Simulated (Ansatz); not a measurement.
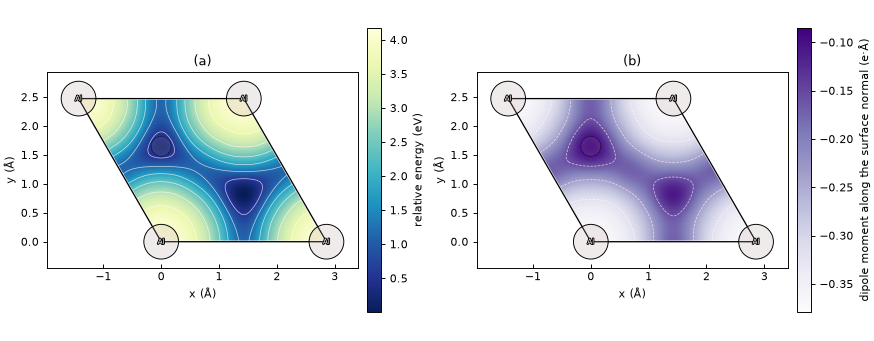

N on an Al(111) slab cut from the Fm-3m phase, its upper half relaxed before the scan (12 atoms of substrate and one adsorbate in a 2 × 2 cell). N is moved over the surface cell; relaxed at each place: the height of the adsorbate's atoms; substrate rigid; the origin of the map has the adsorbate above Al9. Places are given modulo a cell vector. The map is drawn in real space over the plane of the surface. The grid has 6 × 6 points; 10 points were computed and 26 follow by symmetry. Places are given in fractions of the 1 × 1 surface cell. Energies are in eV, from the lowest grid point. All numbers below come from DFT PBE, scalar-relativistic, plane waves, PAW (Ansatz 0.2.0). Settings: cutoff 420 eV, k-mesh 6×6×1, gaussian smearing 0.1 eV, no spin polarisation.

Panel (a) is the energy and panel (b) the computed dipole moment along the surface normal on the same grid.

The picture shows a smooth colour map with a few white contour lines, labelled circles for the atoms of the top layer and small ones for the second layer, the outline of one cell of the plane. Between grid points the surface is interpolated.

Q: How does the dipole moment along the surface normal vary over the map, and what is it at the lowest grid point?

A: It runs from −0.38 e·Å at the top site over a surface Al atom, (0/6, 0/6) of the cell vectors to −0.09 e·Å at a threefold hollow over a second-layer Al atom, (2/6, 4/6) of the cell vectors. At the lowest grid point, a threefold hollow over a third-layer Al atom, (4/6, 2/6) of the cell vectors, it is −0.11 e·Å.
